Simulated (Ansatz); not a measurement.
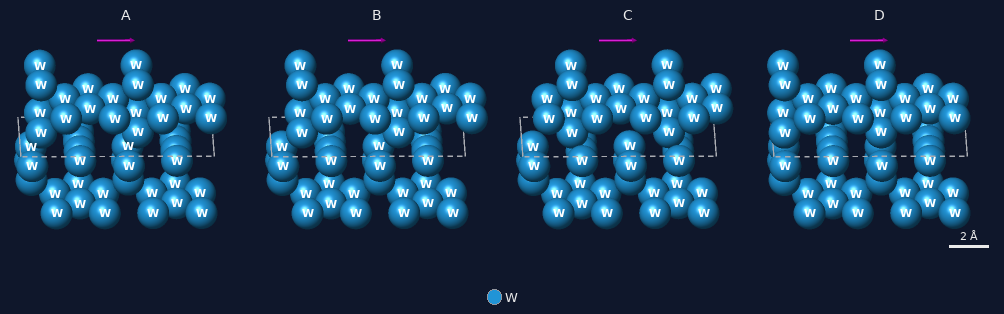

A scan of crystalline W (Pm-3n): the crystal above a cut along the (1 0 0) plane of the conventional cell (between a plane of W below and one of W above, 1.26 Å apart) is slid rigidly by fractions of an in-plane lattice vector 5.05 Å long (a generalised stacking fault). One cut stands in each cell, which starts 10.1 Å high; nothing is relaxed, and the dashed outline marks the cut, the arrow on top the direction of slip. The picture is a spheres-only view of the layers on both sides of the cut, seen from the side, nearly along the cut plane.

These are results of DFT r2SCAN, scalar-relativistic, plane waves, PAW in Ansatz 0.2.0, not measurements. Settings: plane-wave cutoff 500 eV; k-point mesh 8 × 8 × 4; occupations gaussian; smearing width 0.15 eV; no spin polarisation. Energies (free energies at the smearing named) are counted from the relaxed crystal.

Question: Order these geometries by energy, lowest first.

Answer: Lowest first: D (the slip 0.00, 0 mJ/m²), A (the slip 0.10, 850 mJ/m²), B (the slip 0.20, 2892 mJ/m²), C (the slip 0.40, 10738 mJ/m²). Over the whole scan: the curve starts and ends at zero, since a full lattice vector restores the crystal. Its highest computed point is 10738 mJ/m² at slip 0.40 and 0.60. The points are too sparse to place its extrema closely. Relaxation across the fault would lower the values.
